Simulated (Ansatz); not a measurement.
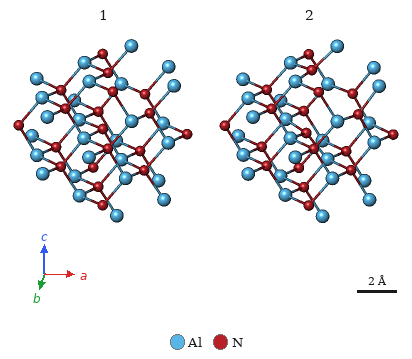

Two geometries of a defect cell of composition Al31N32 (cell charge −2), drawn at one scale. One is the start of a relaxation, the other its converged end. A ball-and-stick model of the atoms within 5.0 Å of the atom that moves most (axes of the cell of the calculation (origin shifted)), seen from a free direction.

Computed with Ansatz, DFT, PBEsol, PAW, plane waves. Settings: plane-wave cutoff 420 eV; k-point mesh 1 × 1 × 1; mesh shifted by (0.25, 0.25, 0.25); collinear spin; atoms relaxed in a fixed cell; force threshold 0.03 eV/Å; at most 80 steps.

> Which of the two is the end point?

Structure 2 is the relaxed one. The atoms of the start lie slightly off their symmetric places, so part of the fall in energy undoes that. An N atom moves most: 0.25 Å along [−2 3 −3]. By element the largest moves are N 0.25 Å, Al 0.08 Å. The cell stays as it was. Some distances before and after: Al–N 1.952 → 1.824 Å, Al–N 1.905 → 1.800 Å, Al–N 1.912 → 1.822 Å, Al–N 1.881 → 1.800 Å. Among the angles between lasting bonds that change: Al–N–Al 105.7° → 114.8°, N–Al–N 104.3° → 113.4°, Al–N–Al 107.6° → 115.1°. Over 4 geometry steps the energy falls by 2.071 eV per cell of the calculation. The largest force component goes from 2.3 to 0.024 eV/Å.

Limits of the set-up: the cell is charged, on a uniform background, and energies carry no finite-size correction.
